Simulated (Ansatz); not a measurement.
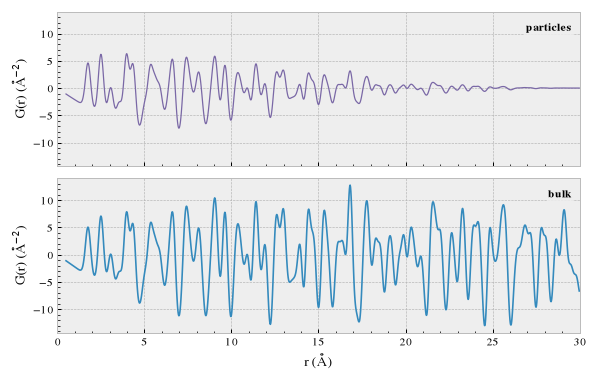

Simulated X-ray pair distribution function, G(r) = R(r)/r − 4πρ₀r, summed over the atomic distances of the structure with each pair weighted by the product of the atomic numbers (X-ray weights at Q = 0); every distance is a Gaussian of σ = 0.15 Å, for spherical particles of C with the bulk structure: the bulk G(r) is multiplied by the envelope of a sphere of diameter D, 1 − 3r/2D + r³/2D³, with no surface relaxation. The number density is 0.178 atoms per Å³. Structure used: the input geometry of an electronic-structure calculation (not necessarily at equilibrium); the starting structure was generated, so it need not be a known form of this composition.

Question: Estimate the particle diameter.

Answer: About 30 Å (3.0 nm): the signal is half of the bulk amplitude at r ≈ 10.4 Å and vanishes at r = D, fading from view somewhat earlier.

Question: Roughly how many atoms does one particle hold?

Answer: About 2500 (number density 0.178 Å⁻³ times πD³/6).
